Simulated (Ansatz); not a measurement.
# Geometry relaxation, with input and output: CoSi₂ (part 2 of 2)

Continued. System: CoSi₂ (Fm-3m, 3 atoms in the cell). Method: DFT PBE+D3(BJ), scalar-relativistic, plane waves, PAW, no spin polarisation (Ansatz 0.2.0); cutoff 420 eV, 14×14×14 k-mesh, Gaussian smearing of 0.1 eV. The structure derives from an entry of the Crystallography Open Database.

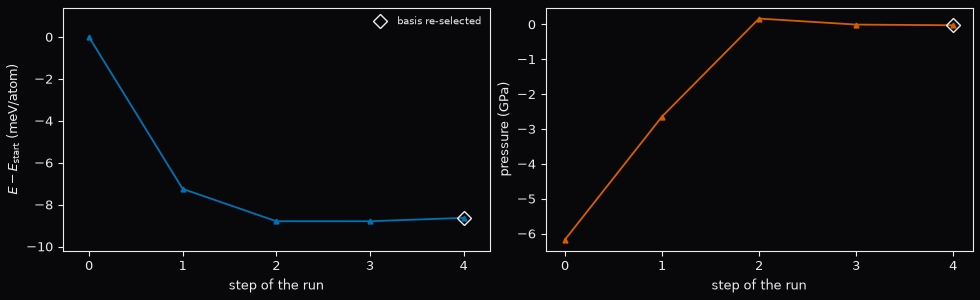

Progress of the relaxation, step by step (the first geometry is step 0 here and step 1 in the log).

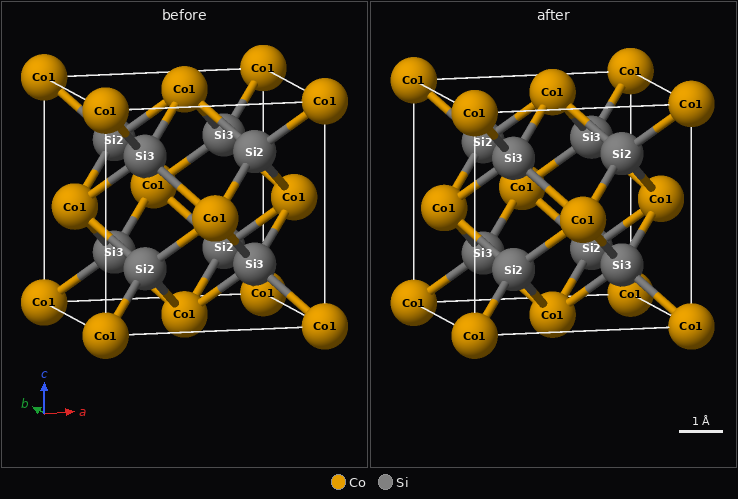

Before (left) and after (right) the relaxation, at one scale (ball-and-stick view of the cell 4 times as large as that of the calculation, set on its symmetry axes, seen slightly off an axis). The energy falls by 8.8 meV per atom in 3 geometry steps. All forces vanish by symmetry, so only the cell relaxes. Pressure: −6.17 GPa at the start and −0.02 GPa at the end. The atoms keep their places relative to the cell (all moves are under 0.005 Å). The volume changes by −3.4 %, with a = b = c 5.365 → 5.304 Å (−1.1 %). Among the contacts that change: Co1–Si2 2.323 → 2.297 Å. The space group stays Fm-3m (No. 225). A last SCF at the same geometry on a re-selected plane-wave basis shifts the energy by +0.2 meV per atom. (Atoms are counted from 1 in the order of the input.)

```
basis re-selected at this cell: Δ(F+E_penalty+E_count) = +4.797e-4 eV, ΔP = -0.019 GPa vs the last step (what re-selecting the basis moved, of the pressure what is left beyond the Pulay correction that the steps carried, after the strain that the cell walked since its last selection, with what the two solves' SCF thresholds leave and, on support functions, any second-order correction that the steps lacked; it is no measure of the basis error at this ecutwfc). This SCF's stress stands 2.43e-2 GPa from its target on what of the cell is left free (relax.cell.stress_tol is 5.00e-2 GPa) and its largest allowed force component is 2.13e-16 eV/Å (relax.f_tol is 5.00e-3 eV/Å): within both
SCF converged after 6 iterations
Free energy (F): -6400.523613 eV
Harris-Foulkes:  -6400.523613 eV  (|F-HF|=0.00e0)
Internal energy: -6400.518571 eV  (E = F + TS)
E sigma→0 (E₀):  -6400.521092 eV
Entropy (-TS):   -0.005042 eV (-1.681 meV/atom)
Fermi energy:    13.376810 eV
--- Per-component energies (eV) ---
  E_band       = -274.224581
  E_kinetic    = 550.039245
  E_local      = -4062.891937  (includes V_loc(G=0)·N_el)
  E_nonlocal   = 501.617941
  E_hartree    = 1770.057719
  E_xc         = -275.029750
  E_vxc        = -306.494411  (∫ρ·V_xc dr)
  E_paw        = -2541.829756  (= ΣΔE_a)
  E_vpaw       = -496.611104  (= ΣTr[D̂ρ^β])
  E_aug_tail   = 0.000108  (compensation charges beyond the density's cutoff)
  E_ewald      = -2341.114965
  E_disp       = -1.367175  (pairwise vdW)
  E_smearing   = -0.005042  (= −TS)
  E_closure    = -0.000000  (closes the sum)
  Σ components = -6400.523613   (vs F -6400.523613, Δ=0.00e0)
--- Forces (eV/Å), atoms counted from 1 ---
  atom   1  Co    -0.00000000     0.00000000    -0.00000000
  atom   2  Si     0.00000000     0.00000000     0.00000000
  atom   3  Si    -0.00000000    -0.00000000    -0.00000000
  max |Σ_I F_I| component: 5.55e-17 eV/Å
--- Stress (GPa, compression-positive) ---
       -0.024285      -0.000000      -0.000000
       -0.000000      -0.024285      -0.000000
       -0.000000      -0.000000      -0.024285
  P = ⅓ Tr σ = -0.0243 GPa (-0.243 kbar)
--- Band table (eV; the first three rows and the last of 104) ---
  k-point 0: bands = ["-81.4333", "-44.7534", "-44.7534", "-44.7534", "-0.0045", "9.1452", "9.1452", "9.1452", "11.3592", "11.3592", "14.4108", "16.7958", "16.7958", "16.7958", "16.9147", "16.9147", "16.9147"]
  k-point 1: bands = ["-81.4333", "-44.7535", "-44.7534", "-44.7534", "0.0748", "8.9573", "9.1738", "9.1738", "11.3343", "11.3343", "14.4560", "15.5921", "16.1968", "16.1968", "17.5475", "17.5475", "18.2061"]
  k-point 2: bands = ["-81.4333", "-44.7539", "-44.7535", "-44.7535", "0.3119", "8.4391", "9.2542", "9.2542", "11.2749", "11.2749", "13.8943", "15.2643", "15.5608", "15.5608", "17.9112", "17.9112", "18.6525"]
  k-point 103: bands = ["-81.4333", "-44.7555", "-44.7551", "-44.7544", "4.9008", "5.4145", "6.8621", "7.5340", "10.8192", "11.1024", "11.3330", "11.8405", "12.6272", "16.5631", "17.7825", "18.7097", "20.6669"]
--- Relaxed structure (4 steps of the walk, 4 accepted, 1 SCFs on fresh bases) ---
  F+E_penalty+E_count = -6400.52361310 eV   max|allowed force component| = 2.128e-16 eV/Å   (the final SCF, on the basis selected at the relaxed cell)
  cell:  # Å, volume = 37.3084 Å³
    - [-3.8215290246716915e-34, 2.6521152402854864, 2.6521152402854864]
    - [2.6521152402854864, 3.5667604230269127e-34, 2.6521152402854864]
    - [2.6521152402854864, 2.6521152402854864, 8.916901057567282e-34]
  atoms:
    - { symbol: Co, position: [-7.104820779620517e-36, 6.942781007453728e-35, 4.20056947847739e-35] }
    - { symbol: Si, position: [0.24999999999999997, 0.24999999999999997, 0.24999999999999997] }
    - { symbol: Si, position: [0.7499999999999999, 0.7499999999999999, 0.7499999999999999] }
```

Trajectory as extended XYZ (Å, eV, eV/Å), 5 frames, from step=1 to step=5:
```
3
Lattice="0.0000 2.6825 2.6825 2.6825 0.0000 2.6825 2.6825 2.6825 0.0000" Properties=species:S:1:pos:R:3:forces:R:3 step=1 energy=-6400.49772 pressure_GPa=-6.17
Co    0.0000    0.0000    0.0000    0.0000   0.0000   0.0000
Si    1.3413    1.3413    1.3413    0.0000   0.0000   0.0000
Si    4.0237    4.0237    4.0237    0.0000   0.0000   0.0000
3
Lattice="0.0000 2.6645 2.6645 2.6645 0.0000 2.6645 2.6645 2.6645 0.0000" Properties=species:S:1:pos:R:3:forces:R:3 step=2 energy=-6400.51946 pressure_GPa=-2.64
Co    0.0000    0.0000    0.0000    0.0000   0.0000   0.0000
Si    1.3323    1.3323    1.3323    0.0000   0.0000   0.0000
Si    3.9968    3.9968    3.9968    0.0000   0.0000   0.0000
3
Lattice="0.0000 2.6513 2.6513 2.6513 0.0000 2.6513 2.6513 2.6513 0.0000" Properties=species:S:1:pos:R:3:forces:R:3 step=3 energy=-6400.52409 pressure_GPa=0.17
Co    0.0000    0.0000    0.0000    0.0000   0.0000   0.0000
Si    1.3257    1.3257    1.3257    0.0000   0.0000   0.0000
Si    3.9770    3.9770    3.9770    0.0000   0.0000   0.0000
3
Lattice="0.0000 2.6521 2.6521 2.6521 0.0000 2.6521 2.6521 2.6521 0.0000" Properties=species:S:1:pos:R:3:forces:R:3 step=4 energy=-6400.52409 pressure_GPa=-0.00
Co    0.0000    0.0000    0.0000    0.0000   0.0000   0.0000
Si    1.3261    1.3261    1.3261    0.0000   0.0000   0.0000
Si    3.9782    3.9782    3.9782    0.0000   0.0000   0.0000
3
Lattice="0.0000 2.6521 2.6521 2.6521 0.0000 2.6521 2.6521 2.6521 0.0000" Properties=species:S:1:pos:R:3:forces:R:3 step=5 energy=-6400.52361 pressure_GPa=-0.02
Co    0.0000    0.0000    0.0000    0.0000   0.0000   0.0000
Si    1.3261    1.3261    1.3261    0.0000   0.0000   0.0000
Si    3.9782    3.9782    3.9782    0.0000   0.0000   0.0000
```

This output came from the following input.

The input:
```yaml
crystal:
  lattice:
    - [0.0, 2.6825, 2.6825]
    - [2.6825, 0.0, 2.6825]
    - [2.6825, 2.6825, 0.0]
  atoms:
    - { symbol: Co, position: [0.0, 0.0, 0.0] }
    - { symbol: Si, position: [0.25, 0.25, 0.25] }
    - { symbol: Si, position: [0.75, 0.75, 0.75] }
basis:
  ecutwfc: 420
kpoints:
  mp_grid: { grid: [14, 14, 14] }
hamiltonian:
  xc: pbe
  dispersion: d3bj
scf:
  occupations: { method: gaussian, width: 0.1 }
output:
  forces: true
  stress: true
  eigenvalues: true
relax:
  adjacent_minimum: "off"
  f_tol: 0.005
  max_steps: 80
  cell: { stress_tol: 0.05 }
```

Launched with:
```bash
ansatz run input.yaml --threads 8 --pin off --max-ram 20480MiB --backend cpu --events-out ev --progress --plain --runs-dir out
```

Results in brief:

```json
{"quantity": "outcome", "value": "converged"}
{"quantity": "space group (tolerance 0.01 Å)", "value": "Fm-3m (225)"}
{"quantity": "electrons treated", "value": "25"}
{"quantity": "free energy", "value": "−6400.5236 eV"}
{"quantity": "Fermi energy", "value": "13.377 eV"}
{"quantity": "gap on the k-point mesh", "value": "none (metallic)"}
{"quantity": "pressure", "value": "−0.02 GPa"}
{"quantity": "final volume", "value": "37.31 Å³"}
{"quantity": "largest force (length of the vector) at the end", "value": "under 0.001 eV/Å"}
{"quantity": "final cell", "value": "a = 3.751 Å, b = 3.751 Å, c = 3.751 Å, α = 60.00°, β = 60.00°, γ = 60.00°"}
{"quantity": "hardware", "value": "8 threads of Intel Xeon (Sapphire Rapids), 32 GiB of memory available, shared host"}
{"quantity": "wall time", "value": "2.4 s (CPU time 15 s)"}
{"quantity": "peak memory", "value": "0.47 GiB"}
```

Remarks:

The run has no spin polarisation, so a magnetic state may lie lower.
